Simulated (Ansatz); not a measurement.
Cr (P6_3/mmc, No. 194): the geometry given to an electronic-structure calculation, possibly off equilibrium; the starting structure was generated, so it need not be a known form of this composition.

```
Cr
1.0
     2.87541    0.00000    0.00000
    -1.43770    2.49017    0.00000
     0.00000    0.00000    7.94896
Cr
4
Direct
  0.00000 0.00000 0.00000
  0.00000 0.00000 0.50000
  0.33333 0.66667 0.25000
  0.66667 0.33333 0.75000
```

Q: What will a dark-field STEM-like image along [101] show? Simulation: incoherent imaging, intensity Z^1.7 per atom, probe width 0.50 Å, thin sample. The probe carries 15 % of its weight in a tail 2.5 times as wide. The display is stretched by a gamma of 0.8; percentages refer to the linear signal. Shot noise and the speckle of an amorphous layer were added.

A: The columns repeat on a centred rectangular net of 2.70 × 4.98 Å (plane group c2mm). All columns are alike (Cr). The shortest distance between visible columns is 0.83 Å in projection. Along the beam the structure repeats every 8.45 Å.

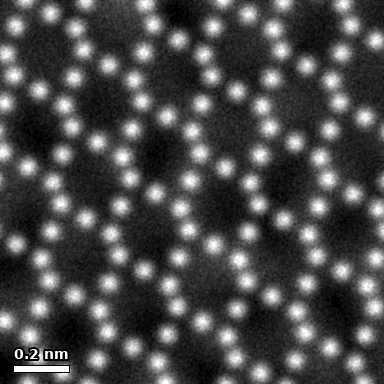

The simulated image.
